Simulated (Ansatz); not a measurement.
**Run report: SiC3, geometry relaxation (part 3 of 3)**

The same run, continued: SiC3 (R3m, 4 atoms in the cell); DFT, PBE, plane waves, PAW, no spin polarisation (Ansatz 0.2.0); cutoff 420 eV, 10×10×10 k-mesh, Fermi–Dirac smearing of 0.02 eV. The structure was built on a prototype by a generator.

Geometry of the input (Å; fractional positions):
```
1.3840  0.7990  4.5200
-1.3840  0.7990  4.5200
0.0000  -1.5981  4.5200
C  1.0000  0.0000  -0.0000
C  0.5000  0.5000  0.5000
C  0.3750  0.3750  0.3750
Si 0.8750  0.8750  0.8750
```

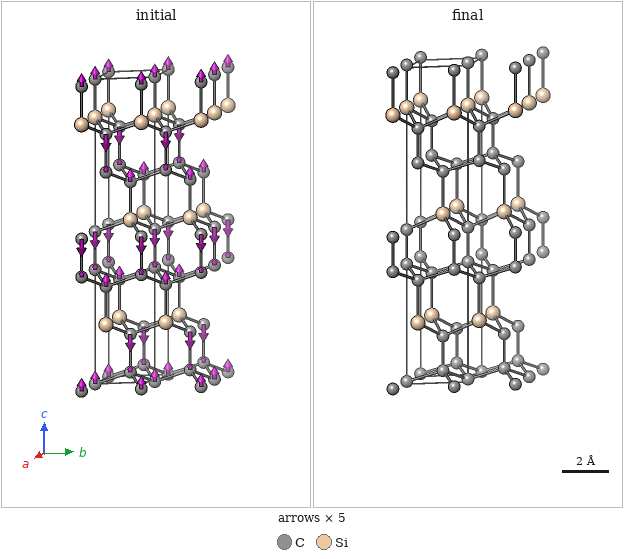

**Figure 1.** Before (left) and after (right) the relaxation, at one scale (ball-and-stick view of the cell 3 times as large as that of the calculation, set on its symmetry axes, repeated 2 × 2 × 1, seen slightly off an axis). The pink arrows give the displacements (without the part carried along by the change of the cell), magnified 5 times. The atom that moves furthest relative to the cell is C2 (0.16 Å). Largest moves by element: C 0.16 Å, Si 0.02 Å. The volume changes by +9.2 %, with a = b 2.768 → 2.838 Å (+2.5 %), c 13.560 → 14.083 Å (+3.9 %). Among the contacts that change: C1–Si4 1.695 → 1.897 Å, C2–C3 1.695 → 1.538 Å, C2–Si4 1.695 → 1.796 Å, C1–C3 1.695 → 1.720 Å. Among the angles that change: Si4–C2–Si4 109.5° → 104.4°, C2–Si4–C2 109.5° → 104.4°, C3–C2–Si4 109.5° → 114.2°. The space group stays R3m (No. 160). The energy falls by 292 meV per atom in 10 geometry steps. Largest force component: 6.8 eV/Å at the start, 0.00011 eV/Å at the end. Pressure: 39.82 GPa at the start and 0.00 GPa at the end. The line search rejected the trial step at point 6 (counted from 0) and went back. 1 further SCF at an unchanged geometry re-selected the plane-wave basis for the new cell. The energy change given includes the shifts at the re-selections in mid-walk, which come without any move. A last SCF at the same geometry on a re-selected plane-wave basis shifts the energy by −0.1 meV per atom. (Atoms are counted from 1 in the order of the input.)

```
basis re-selected at this cell: Δ(F+E_penalty+E_count) = -2.205e-4 eV, ΔP = +0.003 GPa vs the last step (what re-selecting the basis moved, of the pressure what is left beyond the Pulay correction that the steps carried, after the strain that the cell walked since its last selection, with what the two solves' SCF thresholds leave and, on support functions, any second-order correction that the steps lacked; it is no measure of the basis error at this ecutwfc). This SCF's stress stands 3.51e-3 GPa from its target on what of the cell is left free (relax.cell.stress_tol is 5.00e-2 GPa) and its largest allowed force component is 1.05e-4 eV/Å (relax.f_tol is 5.00e-3 eV/Å): within both
SCF converged after 8 iterations
Free energy (F): -1386.563308 eV
Harris-Foulkes:  -1386.563308 eV  (|F-HF|=2.27e-13)
Internal energy: -1386.563308 eV  (E = F + TS)
E sigma→0 (E₀):  -1386.563308 eV
Fermi energy:    11.929895 eV
--- Per-component energies (eV) ---
  E_band       = 55.619510
  E_kinetic    = 313.337938
  E_local      = -257.560613  (includes V_loc(G=0)·N_el)
  E_nonlocal   = 105.759823
  E_hartree    = 71.919029
  E_xc         = -201.269820
  E_vxc        = -228.048245  (∫ρ·V_xc dr)
  E_paw        = -810.004450  (= ΣΔE_a)
  E_vpaw       = -21.707478  (= ΣTr[D̂ρ^β])
  E_aug_tail   = 0.000028  (compensation charges beyond the density's cutoff)
  E_ewald      = -608.745242
  E_smearing   = -0.000000  (= −TS)
  E_closure    = -0.000000  (closes the sum)
  Σ components = -1386.563308   (vs F -1386.563308, Δ=0.00e0)
--- Forces (eV/Å), atoms counted from 1 ---
  atom   1  C      0.00000000    -0.00000000     0.00005407
  atom   2  C      0.00000000     0.00000000    -0.00003608
  atom   3  C      0.00000000    -0.00000000     0.00008701
  atom   4  Si     0.00000000     0.00000000    -0.00010480
  max |Σ_I F_I| component: 1.89e-7 eV/Å
--- Stress (GPa, compression-positive) ---
       -0.001167       0.000000       0.000000
        0.000000      -0.001167      -0.000000
        0.000000      -0.000000       0.003509
  P = ⅓ Tr σ = 0.0004 GPa (0.004 kbar)
--- Band table (eV; the first three rows and the last of 116) ---
  k-point 0: bands = ["-7.2645", "-2.5841", "-0.1282", "8.2919", "8.2919", "10.1237", "11.1838", "11.1838", "14.8738", "15.8187", "15.8187", "15.9251"]
  k-point 1: bands = ["-7.0652", "-2.4452", "0.0880", "7.3201", "8.0171", "9.8305", "10.3669", "10.8347", "15.3060", "15.8509", "16.3270", "16.3490"]
  k-point 2: bands = ["-6.4748", "-2.0344", "0.6849", "5.3480", "7.4017", "8.2086", "9.4172", "10.1056", "15.0642", "15.9238", "17.5397", "17.7419"]
  k-point 115: bands = ["-6.5376", "-4.9170", "3.9966", "6.1613", "8.3735", "8.3735", "10.8393", "10.8393", "14.9530", "16.4029", "16.4029", "16.6320"]
--- Relaxed structure (11 steps of the walk, 10 accepted, 2 SCFs on fresh bases) ---
  F+E_penalty+E_count = -1386.56330766 eV   max|allowed force component| = 1.048e-4 eV/Å   (the final SCF, on the basis selected at the relaxed cell)
  cell:  # Å, volume = 32.7517 Å³
    - [1.419185098326106, 0.8193668985311734, 4.694235725352422]
    - [-1.419185098326106, 0.8193668985311734, 4.694235725352422]
    - [1.5220371081096285e-33, -1.6387337971142741, 4.694235725343358]
  atoms:
    - { symbol: C, position: [1.0086192325611465, 0.008619232561146273, 0.00861923256114644] }
    - { symbol: C, position: [0.48835387101178956, 0.48835387101178956, 0.4883538710117896] }
    - { symbol: C, position: [0.37912146816032677, 0.37912146816032677, 0.3791214681603268] }
    - { symbol: Si, position: [0.8739054282667372, 0.8739054282667372, 0.8739054282667373] }
```

## File v_z.tsv
```
# z_ang	v_es[eV]	v_tot[eV]
# format = ansatz-planar-average/11
# xc	pbe
# density_cutoff_ev	1680
# datasets	C=:simpson_from_first_knot:soft	Si=:simpson_from_first_knot:soft
# lattice	1.419185098	0.819366899	4.694235725
# lattice	-1.419185098	0.819366899	4.694235725
# lattice	0.000000000	-1.638733797	4.694235725
# sites	4
# site	6	1.419185098	0.819366899	4.815617854
# site	6	-0.000000000	-0.000000000	6.877344564
# site	6	-0.000000000	-0.000000000	5.339056620
# site	14	-0.000000000	-0.000000000	12.306954246
0.000000	-7.649054e-1	-1.271850e1
0.248603	3.794409e-1	-1.155049e1
0.497205	2.019792e0	-9.918416e0
0.745808	3.539549e0	-8.497247e0
0.994410	4.394092e0	-7.769245e0
1.243013	4.272584e0	-7.971551e0
1.491615	3.279585e0	-8.996516e0
1.740218	2.005903e0	-1.025320e1
1.988821	1.071554e0	-1.113170e1
2.237423	8.098131e-1	-1.130296e1
2.486026	1.292841e0	-1.070540e1
2.734628	2.261881e0	-9.605917e0
2.983231	3.207684e0	-8.524645e0
3.231834	3.726604e0	-7.945504e0
3.480436	3.690052e0	-8.023985e0
3.729039	3.060008e0	-8.725089e0
3.977641	1.841799e0	-1.000116e1
4.226244	4.548070e-1	-1.143478e1
4.474846	-6.295901e-1	-1.255891e1
4.723449	-1.102518e0	-1.305657e1
```

## Trajectory as extended XYZ (Å, eV, eV/Å), 13 frames, from step=1 to step=13
```
4
Lattice="1.3840 0.7990 4.5200 -1.3840 0.7990 4.5200 0.0000 -1.5981 4.5200" Properties=species:S:1:pos:R:3:forces:R:3 step=1 energy=-1385.39316 pressure_GPa=39.82
C     1.3840    0.7990    4.5200    0.0000   0.0000   6.7906
C     0.0000    0.0000    6.7800    0.0000   0.0000  -5.7844
C     0.0000    0.0000    5.0850    0.0000   0.0000   0.6196
Si    0.0000    0.0000   11.8650    0.0000   0.0000  -1.6259
4
Lattice="1.4127 0.8156 4.4848 -1.4127 0.8156 4.4848 0.0000 -1.6313 4.4848" Properties=species:S:1:pos:R:3:forces:R:3 step=2 energy=-1386.15714 pressure_GPa=19.59
C     1.4127    0.8156    4.5693    0.0000   0.0000   1.3485
C     0.0000    0.0000    6.6647    0.0000   0.0000  -3.2711
C     0.0000    0.0000    5.0389    0.0000   0.0000   2.0755
Si    0.0000    0.0000   11.7571    0.0000   0.0000  -0.1528
4
Lattice="1.4227 0.8214 4.6522 -1.4227 0.8214 4.6522 0.0000 -1.6428 4.6522" Properties=species:S:1:pos:R:3:forces:R:3 step=3 energy=-1386.52740 pressure_GPa=1.43
C     1.4227    0.8214    4.7638    0.0000   0.0000   0.1889
C     0.0000    0.0000    6.8435    0.0000   0.0000  -1.0143
C     0.0000    0.0000    5.2815    0.0000   0.0000   0.3811
Si    0.0000    0.0000   12.1873    0.0000   0.0000   0.4443
4
Lattice="1.4199 0.8198 4.6861 -1.4199 0.8198 4.6861 0.0000 -1.6396 4.6861" Properties=species:S:1:pos:R:3:forces:R:3 step=4 energy=-1386.54861 pressure_GPa=-0.19
C     1.4199    0.8198    4.8097    0.0000   0.0000  -0.1199
C     0.0000    0.0000    6.8652    0.0000   0.0000   0.0265
C     0.0000    0.0000    5.3314    0.0000   0.0000  -0.0644
Si    0.0000    0.0000   12.2820    0.0000   0.0000   0.1578
4
Lattice="1.4184 0.8189 4.6944 -1.4184 0.8189 4.6944 0.0000 -1.6379 4.6944" Properties=species:S:1:pos:R:3:forces:R:3 step=5 energy=-1386.54930 pressure_GPa=-0.34
C     1.4184    0.8189    4.8164    0.0000   0.0000  -0.0328
C     0.0000    0.0000    6.8779    0.0000   0.0000  -0.0301
C     0.0000    0.0000    5.3388    0.0000   0.0000   0.0312
Si    0.0000    0.0000   12.3071    0.0000   0.0000   0.0318
4
Lattice="1.4182 0.8188 4.6919 -1.4182 0.8188 4.6919 0.0000 -1.6376 4.6919" Properties=species:S:1:pos:R:3:forces:R:3 step=6 energy=-1386.54946 pressure_GPa=-0.10
C     1.4182    0.8188    4.8137    0.0000   0.0000  -0.0253
C     0.0000    0.0000    6.8739    0.0000   0.0000  -0.0103
C     0.0000    0.0000    5.3360    0.0000   0.0000   0.0161
Si    0.0000    0.0000   12.3007    0.0000   0.0000   0.0195
4
Lattice="1.4182 0.8188 4.6911 -1.4182 0.8188 4.6911 0.0000 -1.6376 4.6911" Properties=species:S:1:pos:R:3:forces:R:3 step=7 energy=-1386.54946 pressure_GPa=0.01 accepted=F
C     1.4182    0.8188    4.8114    0.0000   0.0000   0.0501
C     0.0000    0.0000    6.8730    0.0000   0.0000  -0.0106
C     0.0000    0.0000    5.3361    0.0000   0.0000  -0.0423
Si    0.0000    0.0000   12.2988    0.0000   0.0000   0.0028
4
Lattice="1.4182 0.8188 4.6911 -1.4182 0.8188 4.6911 0.0000 -1.6376 4.6911" Properties=species:S:1:pos:R:3:forces:R:3 step=8 energy=-1386.54950 pressure_GPa=-0.03
C     1.4182    0.8188    4.8125    0.0000   0.0000  -0.0040
C     0.0000    0.0000    6.8726    0.0000   0.0000  -0.0006
C     0.0000    0.0000    5.3353    0.0000   0.0000   0.0019
Si    0.0000    0.0000   12.2989    0.0000   0.0000   0.0027
4
Lattice="1.4182 0.8188 4.6906 -1.4182 0.8188 4.6906 0.0000 -1.6376 4.6906" Properties=species:S:1:pos:R:3:forces:R:3 step=9 energy=-1386.54951 pressure_GPa=-0.00
C     1.4182    0.8188    4.8119    0.0000   0.0000   0.0000
C     0.0000    0.0000    6.8719    0.0000   0.0000  -0.0001
C     0.0000    0.0000    5.3347    0.0000   0.0000   0.0003
Si    0.0000    0.0000   12.2977    0.0000   0.0000  -0.0002
4
Lattice="1.4182 0.8188 4.6906 -1.4182 0.8188 4.6906 0.0000 -1.6376 4.6906" Properties=species:S:1:pos:R:3:forces:R:3 step=10 energy=-1386.56318 pressure_GPa=0.58
C     1.4182    0.8188    4.8119    0.0000   0.0000   0.0051
C     0.0000    0.0000    6.8719    0.0000   0.0000   0.0010
C     0.0000    0.0000    5.3347    0.0000   0.0000  -0.0062
Si    0.0000    0.0000   12.2977    0.0000   0.0000   0.0001
4
Lattice="1.4191 0.8193 4.6941 -1.4191 0.8193 4.6941 0.0000 -1.6386 4.6941" Properties=species:S:1:pos:R:3:forces:R:3 step=11 energy=-1386.56310 pressure_GPa=0.04
C     1.4191    0.8193    4.8155    0.0000   0.0000  -0.0019
C     0.0000    0.0000    6.8772    0.0000   0.0000  -0.0029
C     0.0000    0.0000    5.3389    0.0000   0.0000   0.0014
Si    0.0000    0.0000   12.3066    0.0000   0.0000   0.0034
4
Lattice="1.4192 0.8194 4.6942 -1.4192 0.8194 4.6942 0.0000 -1.6387 4.6942" Properties=species:S:1:pos:R:3:forces:R:3 step=12 energy=-1386.56309 pressure_GPa=-0.00
C     1.4192    0.8194    4.8156    0.0000   0.0000   0.0000
C     0.0000    0.0000    6.8773    0.0000   0.0000   0.0000
C     0.0000    0.0000    5.3391    0.0000   0.0000   0.0001
Si    0.0000    0.0000   12.3070    0.0000   0.0000  -0.0001
4
Lattice="1.4192 0.8194 4.6942 -1.4192 0.8194 4.6942 0.0000 -1.6387 4.6942" Properties=species:S:1:pos:R:3:forces:R:3 step=13 energy=-1386.56331 pressure_GPa=0.00
C     1.4192    0.8194    4.8156    0.0000   0.0000   0.0001
C     0.0000    0.0000    6.8773    0.0000   0.0000   0.0000
C     0.0000    0.0000    5.3391    0.0000   0.0000   0.0001
Si    0.0000    0.0000   12.3070    0.0000   0.0000  -0.0001
```

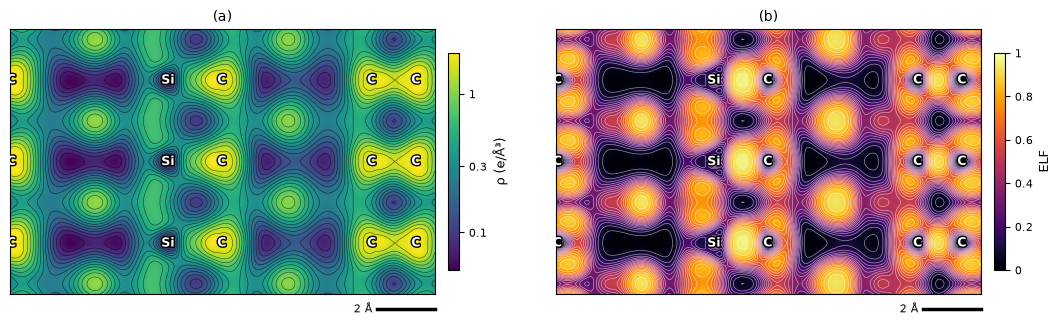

**Figure 2.** (a) valence pseudo-density; (b) ELF on the (11̄0) plane of the conventional cell. C–C (1.54 Å): the density is about 1.6 e/Å³ at the midpoint; the ELF peaks at about 0.90 between the atoms, as expected for localised, shared-pair bonding. Away from the nuclei the density in this plane falls to 0.05 e/Å³ at its lowest. The fields are those of the smooth PAW valence density.

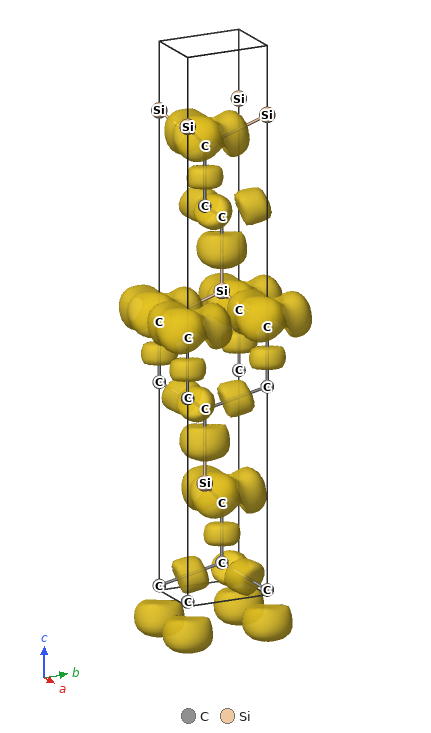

**Figure 3.** Isosurface of the electron localisation function at 0.75 (yellow), seen slightly off an axis. Core shells and regions of very low density are left out. Sticks mark near contacts. The outline is the cell set on symmetry axes. Profiles from the grid: C–C (1.54 Å): the ELF peaks at about 0.90 between the atoms (localised, shared-pair bonding).
